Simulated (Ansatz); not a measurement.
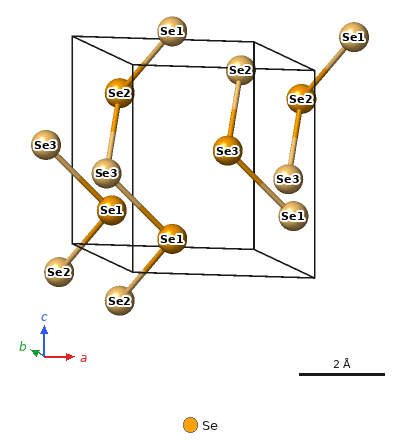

Figure 1. The starting structure (ball-and-stick view of the cell of the calculation, seen slightly off an axis; neighbours outside the cell are drawn fainter; atoms are numbered from 1 in the order of the input). An atom can appear more than once, as a periodic image. Near neighbours in the periodic cell (some may lie outside the picture): Se has 2 Se at 2.32 Å.

**Molecular dynamics of Se (part 1 of 2)**

System: Se (3 atoms in the cell).
Method: DFT, PBE, PAW with Ansatz's default frozen-core files, scalar-relativistic, no spin polarisation (Ansatz 0.2.0).

The structure derives from an entry of the Crystallography Open Database. It belongs to a series of runs on one base structure; here: 20 steps of 2.0 fs from 300 K. Figures and captions count atoms from 1; the log counts them from 0 in places.

The program's output:
```
Warning: md: disabling space-group detection — thermal motion breaks the input geometry's symmetry, so no spatial operation reduces the k-mesh or symmetrises the density; time reversal is kept, so that k and −k are solved as one point where they differ and the mesh holds both, and exact exchange and, on two spinor components, a DFT+U term hold to it where the run has them: on two components no moment then forms, and a state that bears one, which a typed moment (crystal.atoms[].spin; refused beside efield: under a hybrid functional) reaches, can lie lower, under hf by electronvolts; crystal.symmetry.detect: false (a key that needs symmetry detection or time reversal refuses this as the deck is read) with time_reversal: false beside it drops time reversal too
Warning: output.stress: scf.convergence.dr2_threshold = 3e-9 eV (the default of an md: trajectory) is looser than the 3e-10 eV advised for a printed stress (1e-10 eV for each atom of the cell: 3). What an SCF threshold leaves in a stress goes as its square root, and in the free energy as the threshold itself, and one threshold admits the most on a small cell: of the crystals measured, under no hybrid functional and no lock of the moments, on runs that ended without the residual-converged pass, on stresses that held no estimate of that error, the worst erred by over 100 MPa in a component at 1e-7 eV an atom and by under 5 at 1e-10. Set scf.convergence.dr2_threshold to 3e-10 eV or tighter. The threshold is an SCF's pass mark: one that does not reach it within its budget of iterations ends unconverged, or closes short of it on a stop that the run arms, and scf.convergence.dr2_threshold's page says what that costs each kind of run
Engine: ansatz 0.2.0, aarch64-unknown-linux-gnu
Pseudopotentials: kind: paw
Pseudopotential: Se, paw, valence charge 16, recommended cutoff 420 eV (normal), Se.paw.azcp
Functional definition: PBE
  parameter kappa = 0.804
  parameter beta = 0.06672455060314922
  exchange = pbe_x(kappa = kappa, mu = beta*pi^2/3)
  correlation = pbe_c(beta = beta)
Crystal: 3 atoms, lattice volume = 81.301 Å³
Basis set: ecut = 420 eV, 1583 PW (Γ), exchange–correlation on 60×60×72 points (8 copies of the dense FFT grid, shifted against one another)
Bands: 29, of which v1, the nominal top of the filled ones, is band 24 counted from 1 (23 counted from 0)
Symmetry: 1 space group operations
k-points: 51 of 100 (time reversal used)
Non-local potential: Se, projectors of the file, l = 0: 2, l = 1: 2, l = 2: 3, l = 3: 1
PAW form: soft (Blöchl's): semilocal exchange-correlation on the pseudo side does not see the compensation charge
PAW one-centre angular grid: Se, 590 points (default); XC on 64 Gauss nodes
Initial density: superposition of atomic densities (neutral atoms: chi_scale 0, normalization atom), corrected by the library's trained network
Initial wavefunctions: pseudopotential atomic-orbital guess
Functional: x = pbe(κ = 0.804, μ = 0.2195149727645171), c = pbe(β = 0.06672455060314922)
SCF iter   1: F=—  HF=-16407.102117 eV  |F-HF|=—  |Δ(HF+E_count)|=         —  Δρ=1.39e-3  dr2=8.95e-4  ethr=1.77e-3  ⟨swp⟩=5.8  Hψ=6169  notcnv=0
preconditioner: auto → Resta (q_TF=auto, 2.499 Å⁻¹)  ε∞=3.7  [insulator: Δε(μ)=1.273 eV  Ē_g=10.646 eV  σ=0.080 eV  W_gap=1.00  n_scr=20 (ndim 8)  ℏωp=17.5 eV  f_vac=0.102  D(μ)=0.00/eV (n_scr^D=0)  ε∞_Penn≈3.7]
SCF iter   2: F=—  HF=-16407.102530 eV  |F-HF|=—  |Δ(HF+E_count)|=   4.13e-4  Δρ=8.25e-4  dr2=3.04e-4  ethr=1.87e-6  ⟨swp⟩=2.0  Hψ=3111  notcnv=0
SCF iter   3: F=—  HF=-16407.102899 eV  |F-HF|=—  |Δ(HF+E_count)|=   3.69e-4  Δρ=2.89e-4  dr2=4.71e-5  ethr=6.34e-7  ⟨swp⟩=3.0  Hψ=2703  notcnv=0
SCF iter   4: F=—  HF=-16407.102969 eV  |F-HF|=—  |Δ(HF+E_count)|=   7.01e-5  Δρ=6.27e-5  dr2=2.02e-6  ethr=9.81e-8  ⟨swp⟩=2.0  Hψ=1938  notcnv=0
SCF iter   5: F=—  HF=-16407.102971 eV  |F-HF|=—  |Δ(HF+E_count)|=   1.47e-6  Δρ=1.42e-5  dr2=1.61e-7  ethr=4.20e-9  ⟨swp⟩=2.0  Hψ=2703  notcnv=0
SCF iter   6: F=—  HF=-16407.102971 eV  |F-HF|=—  |Δ(HF+E_count)|=   3.74e-7  Δρ=4.45e-6  dr2=1.84e-8  ethr=3.36e-10  ⟨swp⟩=2.0  Hψ=1938  notcnv=0
SCF iter   7: F=-16407.102971 eV  HF=-16407.102971 eV  |F-HF|=1.10e-9  |Δ(HF+E_count)|=  1.89e-10  Δρ=1.36e-6  dr2=1.55e-9  ethr=6.25e-12  ⟨swp⟩=4.4  Hψ=5456  notcnv=0
SCF 1 converged in 7 iterations: F = -16407.102971 eV  dr2 = 1.55e-9
  greatest PAW one-centre occupation: 1.000 electrons in one spin orbital (limit 2), on the Se atom at site 2 (counted from 0), in its partial waves of l = 2
md step     0: t =     0.00 fs  T =   300.0 K  F+E_penalty+E_count = -16407.10297124 eV  E_kin = 0.077556 eV  conserved = -16407.02541524 eV  P_inst = 5.6912 GPa  (7 SCF iters)
Initial density: handed on by an earlier stage of this run
Initial wavefunctions: those handed on with the density
iter 1 solved again at ethr=2.15e-7 eV; its pass at ethr=3.10e-3 eV (dr2=1.03e-4 eV) is discarded
SCF iter   1: F=—  HF=-16407.097727 eV  |F-HF|=—  |Δ(HF+E_count)|=         —  Δρ=3.57e-4  dr2=1.00e-4  ethr=2.15e-7  ⟨swp⟩=2.0  Hψ=7042  notcnv=0
preconditioner: auto → Resta (q_TF=auto, 2.499 Å⁻¹)  ε∞=3.7  [insulator: Δε(μ)=1.248 eV  Ē_g=10.644 eV  σ=0.080 eV  W_gap=1.00  n_scr=20 (ndim 8)  ℏωp=17.5 eV  f_vac=0.103  D(μ)=0.00/eV (n_scr^D=0)  ε∞_Penn≈3.7]
SCF iter   2: F=—  HF=-16407.097709 eV  |F-HF|=—  |Δ(HF+E_count)|=   1.78e-5  Δρ=1.87e-4  dr2=2.43e-5  ethr=2.08e-7  ⟨swp⟩=1.2  Hψ=1488  notcnv=0
SCF iter   3: F=—  HF=-16407.097706 eV  |F-HF|=—  |Δ(HF+E_count)|=   3.37e-6  Δρ=4.11e-5  dr2=2.56e-6  ethr=5.07e-8  ⟨swp⟩=3.0  Hψ=2695  notcnv=0
SCF iter   4: F=—  HF=-16407.097706 eV  |F-HF|=—  |Δ(HF+E_count)|=   3.42e-7  Δρ=1.62e-5  dr2=2.69e-7  ethr=5.33e-9  ⟨swp⟩=2.0  Hψ=2695  notcnv=0
SCF iter   5: F=—  HF=-16407.097706 eV  |F-HF|=—  |Δ(HF+E_count)|=   9.80e-8  Δρ=5.29e-6  dr2=2.70e-8  ethr=5.61e-10  ⟨swp⟩=2.1  Hψ=2319  notcnv=0
SCF iter   6: F=-16407.097706 eV  HF=-16407.097706 eV  |F-HF|=2.76e-10  |Δ(HF+E_count)|=   2.51e-8  Δρ=1.40e-6  dr2=2.31e-9  ethr=6.25e-12  ⟨swp⟩=3.0  Hψ=6205  notcnv=0
SCF 2 converged in 6 iterations: F = -16407.097706 eV  dr2 = 2.31e-9
  greatest PAW one-centre occupation: 1.000 electrons in one spin orbital (limit 2), on the Se atom at site 1 (counted from 0), in its partial waves of l = 2
md step     1: t =     2.00 fs  T =   279.7 K  F+E_penalty+E_count = -16407.09770581 eV  E_kin = 0.072304 eV  conserved = -16407.02540168 eV  P_inst = 5.7804 GPa  (6 SCF iters)
[... from here on the SCF iterations and repeated set-up lines of each step are left out, up to the last step ...]
SCF 3 converged in 6 iterations: F = -16407.093300 eV  dr2 = 1.80e-9
md step     2: t =     4.00 fs  T =   262.7 K  F+E_penalty+E_count = -16407.09330034 eV  E_kin = 0.067912 eV  conserved = -16407.02538873 eV  P_inst = 5.8377 GPa  (6 SCF iters)
SCF 4 converged in 6 iterations: F = -16407.089958 eV  dr2 = 1.85e-9
md step     3: t =     6.00 fs  T =   249.8 K  F+E_penalty+E_count = -16407.08995813 eV  E_kin = 0.064581 eV  conserved = -16407.02537729 eV  P_inst = 5.8619 GPa  (6 SCF iters)
SCF 5 converged in 6 iterations: F = -16407.087855 eV  dr2 = 1.60e-9
md step     4: t =     8.00 fs  T =   241.7 K  F+E_penalty+E_count = -16407.08785546 eV  E_kin = 0.062487 eV  conserved = -16407.02536824 eV  P_inst = 5.8520 GPa  (6 SCF iters)
SCF 6 converged in 2 iterations: F = -16407.087128 eV  dr2 = 9.28e-10
md step     5: t =    10.00 fs  T =   238.9 K  F+E_penalty+E_count = -16407.08712798 eV  E_kin = 0.061766 eV  conserved = -16407.02536242 eV  P_inst = 5.8075 GPa  (2 SCF iters)
SCF 7 converged in 3 iterations: F = -16407.087858 eV  dr2 = 1.59e-10
md step     6: t =    12.00 fs  T =   241.8 K  F+E_penalty+E_count = -16407.08785839 eV  E_kin = 0.062498 eV  conserved = -16407.02536049 eV  P_inst = 5.7281 GPa  (3 SCF iters)
SCF 8 converged in 2 iterations: F = -16407.090067 eV  dr2 = 6.22e-10
md step     7: t =    14.00 fs  T =   250.3 K  F+E_penalty+E_count = -16407.09006673 eV  E_kin = 0.064704 eV  conserved = -16407.02536284 eV  P_inst = 5.6141 GPa  (2 SCF iters)
SCF 9 converged in 2 iterations: F = -16407.093705 eV  dr2 = 1.15e-9
md step     8: t =    16.00 fs  T =   264.3 K  F+E_penalty+E_count = -16407.09370459 eV  E_kin = 0.068335 eV  conserved = -16407.02536952 eV  P_inst = 5.4660 GPa  (2 SCF iters)
SCF 10 converged in 2 iterations: F = -16407.098654 eV  dr2 = 1.55e-9
md step     9: t =    18.00 fs  T =   283.4 K  F+E_penalty+E_count = -16407.09865391 eV  E_kin = 0.073274 eV  conserved = -16407.02538030 eV  P_inst = 5.2850 GPa  (2 SCF iters)
SCF 11 converged in 6 iterations: F = -16407.104731 eV  dr2 = 2.17e-9
md step    10: t =    20.00 fs  T =   306.9 K  F+E_penalty+E_count = -16407.10473084 eV  E_kin = 0.079336 eV  conserved = -16407.02539461 eV  P_inst = 5.0726 GPa  (6 SCF iters)
SCF 12 converged in 3 iterations: F = -16407.111694 eV  dr2 = 2.85e-10
md step    11: t =    22.00 fs  T =   333.8 K  F+E_penalty+E_count = -16407.11169435 eV  E_kin = 0.086283 eV  conserved = -16407.02541166 eV  P_inst = 4.8311 GPa  (3 SCF iters)
SCF 13 converged in 2 iterations: F = -16407.119259 eV  dr2 = 7.82e-10
md step    12: t =    24.00 fs  T =   362.9 K  F+E_penalty+E_count = -16407.11925887 eV  E_kin = 0.093828 eV  conserved = -16407.02543046 eV  P_inst = 4.5627 GPa  (2 SCF iters)
SCF 14 converged in 2 iterations: F = -16407.127110 eV  dr2 = 2.73e-9
md step    13: t =    26.00 fs  T =   393.2 K  F+E_penalty+E_count = -16407.12710994 eV  E_kin = 0.101660 eV  conserved = -16407.02544990 eV  P_inst = 4.2705 GPa  (2 SCF iters)
SCF 15 converged in 3 iterations: F = -16407.134921 eV  dr2 = 5.14e-10
md step    14: t =    28.00 fs  T =   423.4 K  F+E_penalty+E_count = -16407.13492135 eV  E_kin = 0.109452 eV  conserved = -16407.02546887 eV  P_inst = 3.9575 GPa  (3 SCF iters)
SCF 16 converged in 2 iterations: F = -16407.142372 eV  dr2 = 1.55e-9
md step    15: t =    30.00 fs  T =   452.1 K  F+E_penalty+E_count = -16407.14237244 eV  E_kin = 0.116886 eV  conserved = -16407.02548634 eV  P_inst = 3.6272 GPa  (2 SCF iters)
SCF 17 converged in 3 iterations: F = -16407.149164 eV  dr2 = 1.22e-9
md step    16: t =    32.00 fs  T =   478.3 K  F+E_penalty+E_count = -16407.14916415 eV  E_kin = 0.123663 eV  conserved = -16407.02550145 eV  P_inst = 3.2829 GPa  (3 SCF iters)
SCF 18 converged in 2 iterations: F = -16407.155033 eV  dr2 = 4.46e-10
md step    17: t =    34.00 fs  T =   501.0 K  F+E_penalty+E_count = -16407.15503272 eV  E_kin = 0.129519 eV  conserved = -16407.02551352 eV  P_inst = 2.9284 GPa  (2 SCF iters)
SCF 19 converged in 2 iterations: F = -16407.159760 eV  dr2 = 2.05e-9
md step    18: t =    36.00 fs  T =   519.3 K  F+E_penalty+E_count = -16407.15976022 eV  E_kin = 0.134238 eV  conserved = -16407.02552213 eV  P_inst = 2.5670 GPa  (2 SCF iters)
SCF 20 converged in 3 iterations: F = -16407.163182 eV  dr2 = 1.12e-10
md step    19: t =    38.00 fs  T =   532.5 K  F+E_penalty+E_count = -16407.16318158 eV  E_kin = 0.137654 eV  conserved = -16407.02552710 eV  P_inst = 2.2021 GPa  (3 SCF iters)
iter 1 solved again at ethr=2.32e-7 eV; its pass at ethr=3.10e-3 eV (dr2=1.11e-4 eV) is discarded
SCF iter   1: F=—  HF=-16407.165202 eV  |F-HF|=—  |Δ(HF+E_count)|=         —  Δρ=4.32e-4  dr2=1.00e-4  ethr=2.32e-7  ⟨swp⟩=2.3  Hψ=7131  notcnv=0
preconditioner: auto → Resta (q_TF=auto, 2.499 Å⁻¹)  ε∞=3.9  [insulator: Δε(μ)=0.552 eV  Ē_g=10.332 eV  σ=0.080 eV  W_gap=0.93  n_scr=20 (ndim 8)  ℏωp=17.5 eV  f_vac=0.085  D(μ)=0.03/eV (n_scr^D=0)  ε∞_Penn≈3.9]
SCF iter   2: F=—  HF=-16407.165189 eV  |F-HF|=—  |Δ(HF+E_count)|=   1.33e-5  Δρ=2.31e-4  dr2=2.97e-5  ethr=2.09e-7  ⟨swp⟩=2.0  Hψ=1964  notcnv=0
SCF iter   3: F=—  HF=-16407.165187 eV  |F-HF|=—  |Δ(HF+E_count)|=   1.57e-6  Δρ=4.04e-5  dr2=1.45e-6  ethr=6.19e-8  ⟨swp⟩=3.0  Hψ=2728  notcnv=0
SCF iter   4: F=—  HF=-16407.165188 eV  |F-HF|=—  |Δ(HF+E_count)|=   3.57e-7  Δρ=1.64e-5  dr2=1.47e-7  ethr=3.02e-9  ⟨swp⟩=2.0  Hψ=2703  notcnv=0
SCF iter   5: F=—  HF=-16407.165188 eV  |F-HF|=—  |Δ(HF+E_count)|=   1.42e-7  Δρ=3.18e-6  dr2=1.29e-8  ethr=3.06e-10  ⟨swp⟩=2.0  Hψ=1963  notcnv=0
SCF iter   6: F=—  HF=-16407.165188 eV  |F-HF|=—  |Δ(HF+E_count)|=   2.12e-9  Δρ=1.72e-6  dr2=3.17e-9  ethr=6.25e-12  ⟨swp⟩=5.0  Hψ=5884  notcnv=0
SCF iter   7: F=-16407.165188 eV  HF=-16407.165188 eV  |F-HF|=4.55e-10  |Δ(HF+E_count)|=   3.71e-9  Δρ=4.94e-7  dr2=2.53e-10  ethr=6.25e-12  ⟨swp⟩=4.0  Hψ=5312  notcnv=0
SCF 21 converged in 7 iterations: F = -16407.165188 eV  dr2 = 2.53e-10
md step    20: t =    40.00 fs  T =   540.2 K  F+E_penalty+E_count = -16407.16518794 eV  E_kin = 0.139659 eV  conserved = -16407.02552846 eV  P_inst = 1.8371 GPa  (7 SCF iters)
```

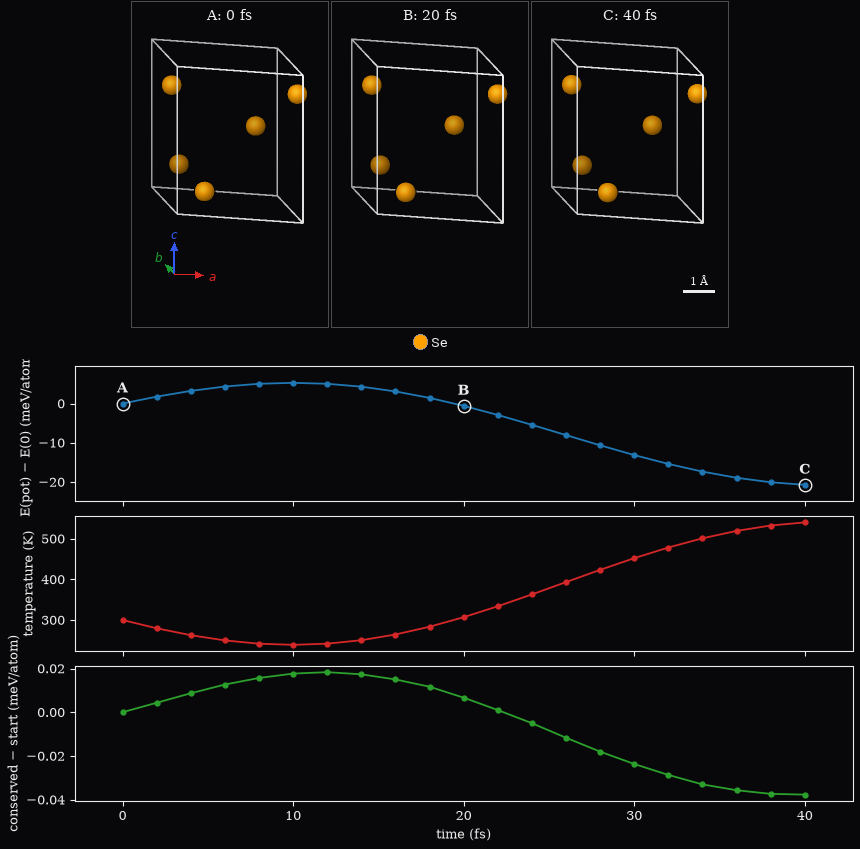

Figure 2. Frames of the molecular dynamics (ball-and-stick, simulation cell, seen slightly off an axis) above the curves, on which the letters mark them. The trajectory kept here has 21 frames over 40 fs. The temperature starts at 300 K, ranges from 239 to 540 K and averages 440 K over the second half. The potential energy ends 20.7 meV/atom below its first value. The conserved quantity stays within 0.056 meV/atom. With the common drift removed, the root-mean-square displacement is 0.09 Å.

```
SCF converged after 7 iterations
Free energy (F): -16407.165188 eV
Harris-Foulkes:  -16407.165188 eV  (|F-HF|=4.55e-10)
Internal energy: -16407.164369 eV  (E = F + TS)
E sigma→0 (E₀):  -16407.164779 eV
Entropy (-TS):   -0.000819 eV (-0.273 meV/atom)
Fermi energy:    7.359230 eV
--- Per-component energies (eV) ---
  E_band       = -1222.313385
  E_kinetic    = 351.226018
  E_local      = -7661.437930  (includes V_loc(G=0)·N_el)
  E_nonlocal   = -1783.187242
  E_hartree    = 3755.201062
  E_xc         = -310.703328
  E_vxc        = -291.841157  (∫ρ·V_xc dr)
  E_paw        = -5735.986004  (= ΣΔE_a)
  E_vpaw       = 652.526469  (= ΣTr[D̂ρ^β])
  E_aug_tail   = -0.001785  (compensation charges beyond the density's cutoff)
  E_ewald      = -5022.275161
  E_smearing   = -0.000819  (= −TS)
  E_closure    = 0.000000  (closes the sum)
  Σ components = -16407.165188   (vs F -16407.165188, Δ=0.00e0)
--- Forces (eV/Å), atoms counted from 1 ---
  atom   1  Se    -0.20208578    -0.20447719     0.46665029
  atom   2  Se    -0.19247693     0.38311428    -0.03679502
  atom   3  Se     0.39456216    -0.17863674    -0.42985475
  max |Σ_I F_I| component: 5.46e-7 eV/Å
--- Stress (GPa, compression-positive) ---
        0.152103      -0.934088       1.653754
       -0.934088       1.791034       1.006325
        1.653754       1.006325       2.742571
  P = ⅓ Tr σ = 1.5619 GPa (15.619 kbar)
--- MD trajectory: 20 steps, t = 0.0 → 40.0 fs ---
  final state: T = 540.2 K   F+E_penalty+E_count = -16407.16518794 eV   E_kin = 0.139659 eV
  conserved energy: peak-to-peak 1.680e-4 eV (5.599e-5 eV/atom) over 40.0 fs
```
